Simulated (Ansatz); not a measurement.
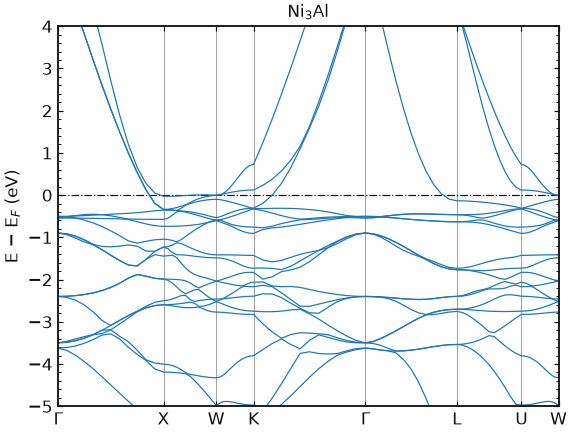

Band structure. Energies are counted from the Fermi level. The path runs straight from each named point to the next.

**What lattice type does the k path imply?**

A face-centred cubic lattice: the path Γ–X–W–K–Γ–L–U–W runs through the special points of its Brillouin zone.

System: Ni$_{3}$Al, space group Fm-3m, 4 atoms in the primitive cell; cubic a = 5.604 Å.

Method: PBEsol, PAW data sets made for the crystal, collinear spin, ferromagnetic start that ends with little or no moment, no spin-orbit coupling, 8×8×8 k mesh, Fermi-Dirac smearing of 0.05 eV (Ansatz).

**Is there a gap at the Fermi level?**

A metal: bands cross the Fermi level along this path.

**Are there flat bands near the Fermi level?**

3 bands within 1.5 eV of the Fermi level are narrower than 0.3 eV along the path; they lie between −0.8 and −0.3 eV and signal localised states.

The cell comes from a database of computed structures, and whether it is the stable form of this composition wasn't checked. Bands are joined in order of energy, so crossings between the computed points show as kinks or gaps.
